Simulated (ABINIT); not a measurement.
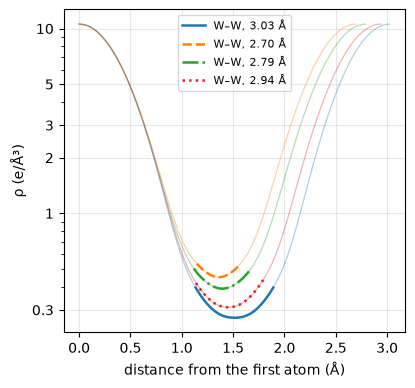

Figure 1: W. Valence charge density (pseudo) along straight lines between neighbouring atoms. Thin, pale parts lie inside the atomic spheres.

Space group Pbcm; a structure from a database of computed crystals, not necessarily the ambient phase; computed pressure about −11 GPa in this cell.

The calculation used Kohn-Sham DFT of a periodic cell, PBEsol, JTH PAW PBE v2.0 (ABINIT 10.8.3).

In a PAW calculation such maps are meaningful between the atoms, not at the nuclei.

```
CELL_PARAMETERS angstrom
2.80966 0.00000 0.00000
0.00000 4.86387 0.00000
0.00000 0.00000 4.92370
ATOMIC_POSITIONS crystal
W 0.79317 0.93684 0.75000
W 0.20683 0.43684 0.75000
W 0.20683 0.06316 0.25000
W 0.79317 0.56316 0.25000
```

Q: Compare the contacts.

A: W–W (3.03 Å): the density is about 0.27 e/Å³ at the midpoint.
W–W (2.70 Å): ρ at the midpoint is about 0.45 e/Å³.
W–W (2.79 Å): ρ is about 0.39 e/Å³ halfway.
W–W (2.94 Å): the density is about 0.31 e/Å³ at the midpoint.
